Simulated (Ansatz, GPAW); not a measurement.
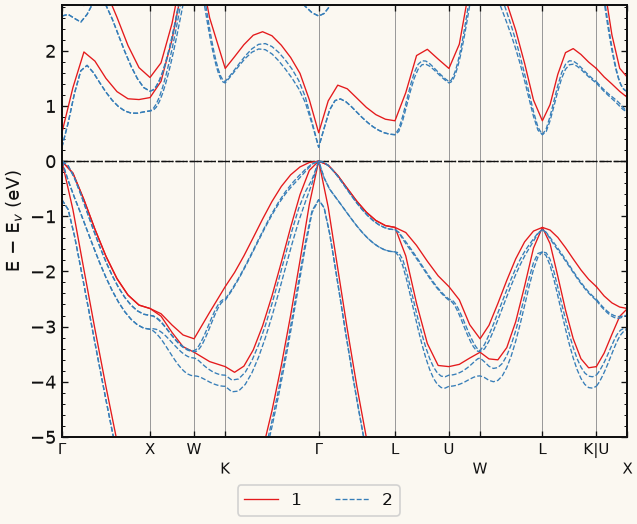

Band structures of zincblende GaSb, space group F-43m (No. 216), 2 atoms in the primitive cell (cubic a = 6.118 Å), by two methods on the same cell. Each is counted from its own valence-band top.

Question: Which curve is which? The methods: r2SCAN (GPAW), r2SCAN+SOC (Ansatz).

Answer: 1 is r2SCAN (GPAW); 2 is r2SCAN+SOC (Ansatz). r2SCAN (GPAW) gives a gap of 0.51 eV along the path and r2SCAN+SOC (Ansatz) gives a gap of 0.25 eV along the path. Spin-orbit coupling splits levels that are degenerate without it.

Settings. r2SCAN (GPAW): GPAW PAW data sets (gpaw-data 1.2.1), no spin polarisation, no spin-orbit coupling, 8×8×8 k mesh, 600 eV cutoff, Fermi-Dirac smearing of 0.05 eV (GPAW). r2SCAN+SOC (Ansatz): Ansatz PAW, spin-orbit coupling, no magnetisation, 6×6×6 k mesh, 500 eV cutoff, Fermi-Dirac smearing of 0.05 eV (Ansatz 0.2.0).

The two runs differ in program as well. The PAW data sets were made with another functional. LDA, GGA and most meta-GGA functionals understate gaps.
